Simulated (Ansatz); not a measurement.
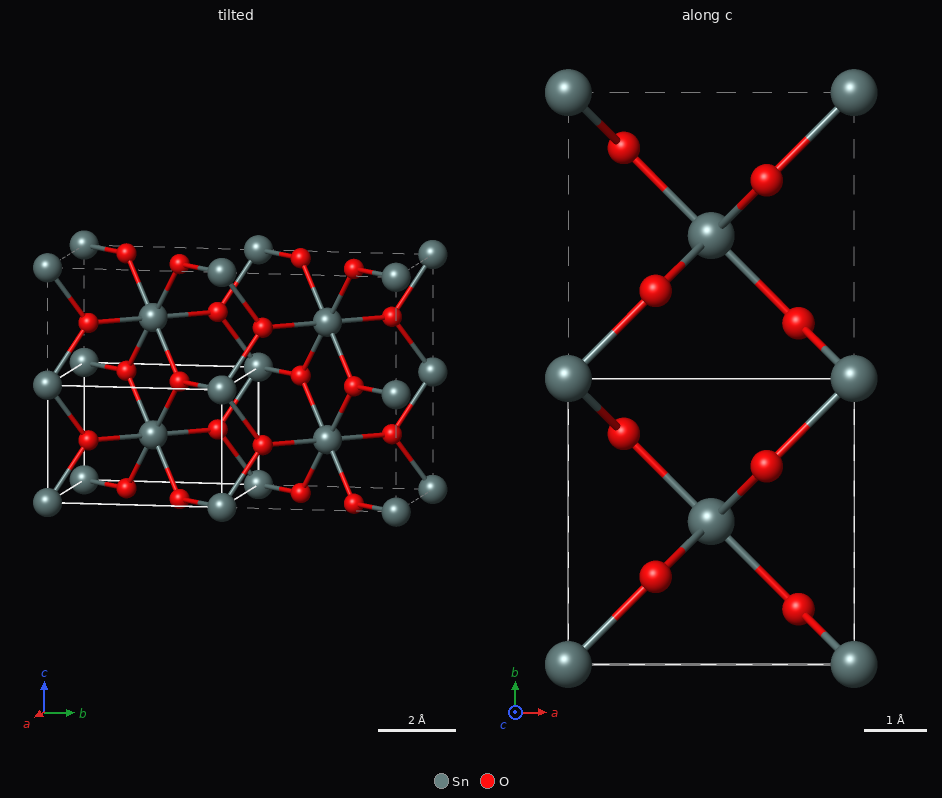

The figure gives a ball-and-stick picture of the atoms, viewed slightly off an axis and along the c axis. Shown are 1×2×2 repeats of the unit cell, one of them outlined in solid lines.

Describe the arrangement of the atoms.

It has the composition SnO2. Within 0.01 Å the space group is P4_2/mnm (No. 136), primitive tetragonal: rutile. Atoms per cell: 6 (2 Sn, 4 O). Sn is coordinated by six O in a distorted octahedral arrangement at about 2.0 Å. Each O is bonded to three Sn at about 2.0 Å. The bonds build a three-dimensional framework.

It derives from a structure listed in the Materials Project. The cell was then strained or its atoms displaced on purpose. It went into a calculation with Ansatz.

At this level of theory the run's own cell isn't at rest (compressed, at 16 GPa), so its distances can differ from those at equilibrium, the more so the softer the solid.
